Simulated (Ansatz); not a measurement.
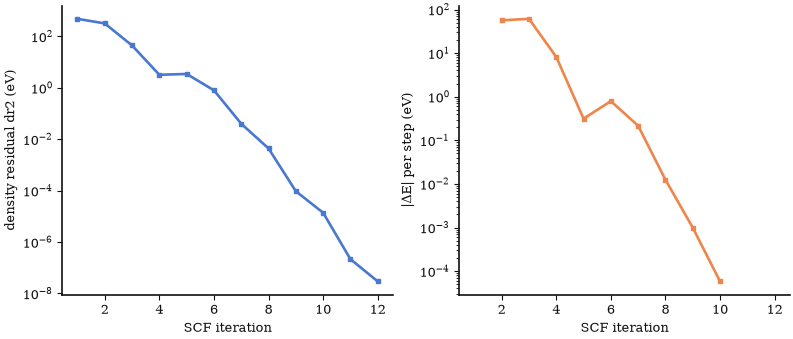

The plot shows the SCF iterations of a calculation: density residual dr2, step-to-step change of the Harris–Foulkes energy. Energy differences below 3 × 10⁻⁶ eV aren't drawn. The starting density is a sum of atomic densities corrected by a trained network.

WS2 (3 atoms in the cell, total charge +6), run with Ansatz.

```
crystal:
  lattice:
    - [1.5738034023, 0.9086358179, 6.3704647422]
    - [-1.5738034023, 0.9086358179, 6.3704647422]
    - [0.0, -1.8172716359, 6.3704647422]
  atoms:
    - { symbol: W, position: [0.9993284863, 0.9993284863, 0.9993284863] }
    - { symbol: S, position: [0.7479630314, 0.7479630314, 0.7479630314] }
    - { symbol: S, position: [0.5840084823, 0.5840084823, 0.5840084823] }
basis:
  ecutwfc: 420
kpoints:
  mp_grid: { grid: [12, 12, 12] }
hamiltonian:
  xc: pbesol
scf:
  occupations: { method: gaussian, width: 0.05 }
  max_iter: 50
output:
  forces: true
  eigenvalues: true
  stress: true
total_charge: 6
```

Launched with:
```bash
ansatz run input.yaml --threads 2 --pin off --max-ram 5120MiB --backend cpu --events-out ev --progress --plain --runs-dir out
```

**How did this run end?**

Converged, in 12 iterations. The residual falls almost steadily, with no more than small rises or pauses.

**Is anything amiss with this input?**

The input holds a fault (a charge that the system can't hold). The SCF closed all the same, which doesn't make the results meaningful for the real system.
